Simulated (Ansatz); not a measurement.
## Electronic structure of Si9O19 (cell with a defect) in real space

```xyz
28
Lattice="5.0200 0.0000 -5.5095 -2.5100 -4.3475 -5.5095 -2.5100 4.3475 -5.5095" Properties=species:S:1:pos:R:3 pbc="T T T"
Si   -1.1439   -2.0190  -11.1335
Si   -1.1268   -1.9651   -5.4722
Si    1.3513    2.1877  -11.2059
Si    1.4100   -2.1943  -12.8682
Si    1.3310   -2.0983   -7.1972
Si   -1.1270    2.0832   -7.4982
Si    2.4148    0.0940   -9.1413
Si    2.3288   -0.1296   -4.0340
Si   -2.5619    0.0182   -9.2463
O     0.3403    1.9275   -6.8241
O    -2.1530   -2.4047   -6.6621
O     0.2748    1.6191  -12.2972
O     3.1533   -0.7584   -5.2803
O    -1.6447   -0.6756  -10.3886
O    -1.6997   -0.6385   -4.7495
O    -1.1101    3.1883   -8.6982
O    -3.5209   -1.0734   -8.5308
O     1.4655   -0.9945   -8.3793
O     1.4912    1.2022   -9.9130
O     1.4182    1.1067   -4.5419
O    -3.4979    1.1582   -9.9244
O     3.4023    0.7719   -8.0444
O     0.3853   -3.4065   -7.5637
O    -1.5607    0.6520   -8.1289
O     0.3401   -1.7335  -11.7298
O     0.3621   -1.5258   -6.0141
O    -2.2211    2.4982   -6.3596
O    -1.3511    0.2924  -14.1681
```

Level of theory: DFT PBE, scalar-relativistic, plane waves, PAW in Ansatz.

The density is the valence pseudo-density of a PAW calculation; it isn't the true density close to the nuclei.

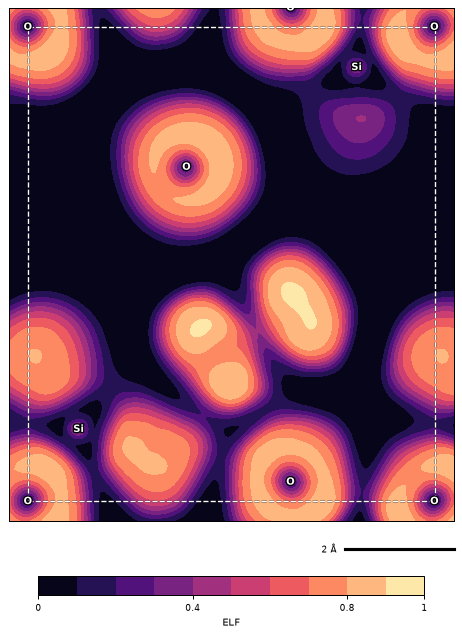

Figure 1. ELF on the (011) plane of the calculation cell.

### What do the fields say about this system?

The plane passes through Si and O nuclei. Atoms just off the plane (Si, 0.6 Å away and O, 0.4 Å away) can leave unmarked features too. Si–O (1.61 Å): the ELF peaks at about 0.85 between the atoms: a short, strongly polar bond. Si–O (1.63 Å): the ELF peaks at about 0.85 between the atoms; a shared but strongly polarised pair. The ELF also peaks beside O, away from the bonds: lone-pair regions.

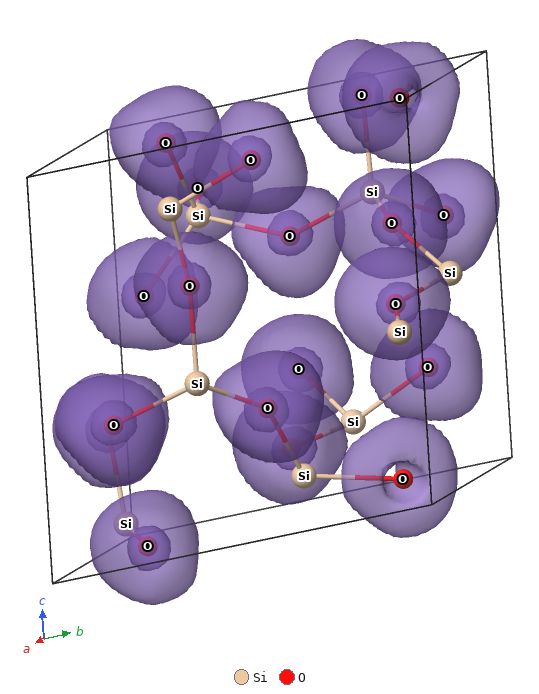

Figure 2. Isosurface of the ELF at 0.7 (purple), seen slightly off an axis. Only the valence region is drawn (cores and ρ < 0.01 e/Å³ removed). Sticks mark near contacts.

### Where are the electrons localised?

The surface consists of 19 regions on O in which the atom's valence shell and bonds are merged, counted in one cell of 28 atoms. Regions shared between cells count once. Profiles from the grid: O–O (1.49 Å): the ELF peaks at about 0.70 between the atoms.

### Does the calculation give a band gap?

It is gapped, with a Kohn–Sham gap of 4.6 eV on the k-point mesh (the band edges may lie off the mesh, which would make the gap smaller).
